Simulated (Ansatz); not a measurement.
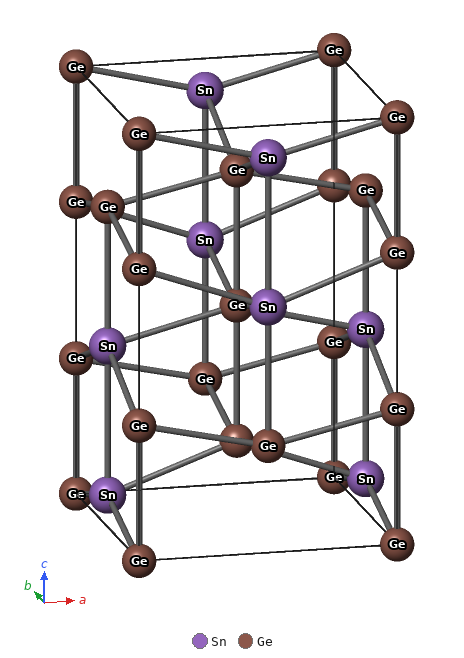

This ball-and-stick model is shown slightly off an axis. The outline marks the conventional unit cell. Cell: a = 5.44 Å, b = 5.44 Å, c = 9.06 Å, α = 90.00°, β = 90.00°, γ = 90.00°.

The structure was taken from a structure type filled with these elements by a generator (whether the compound takes this form wasn't checked). Earlier steps of the study may have refined or changed the cell and positions. It went into a calculation with Ansatz.

**What structure is drawn here?**

The stoichiometry is SnGe$_{2}$. The atoms follow space group I-4m2 (No. 119); the Bravais lattice is body-centred tetragonal. Cell content 4 Sn, 8 Ge; Z = 4. Counting atoms within bonding range gives coordination numbers of Sn 6 and Ge 5 to 6 (mean 5.5).

Level of theory: Ansatz, DFT PBE, scalar-relativistic, plane waves, PAW. Settings were a basis cut at 420 eV, k-points about 0.16 Å⁻¹ apart, Gaussian smearing of 0.1 eV, no spin polarisation.

**Metal or not?**

A metal: bands cross the Fermi level.

**What charge does Bader's analysis assign to each element?**

Sn +0.27 e; Ge -0.22 to -0.08 e.

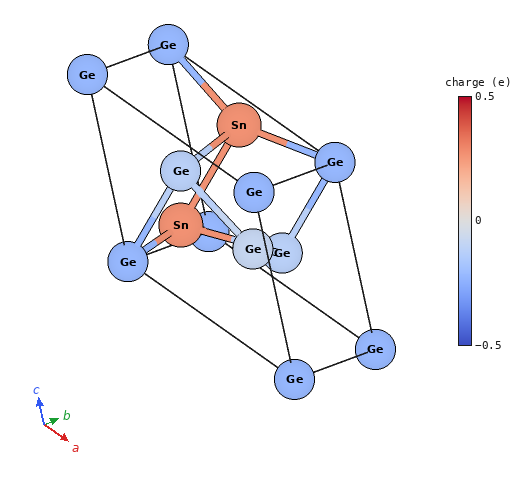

The atoms coloured by those charges. The run's cell of 6 atoms is drawn in a reduced setting, so axes and origin can differ from the first picture.

**Does this geometry sit at a stationary point of the energy?**

Yes. All forces vanish to within 0.01 eV/Å. The pressure is 0.0 GPa, close to zero.
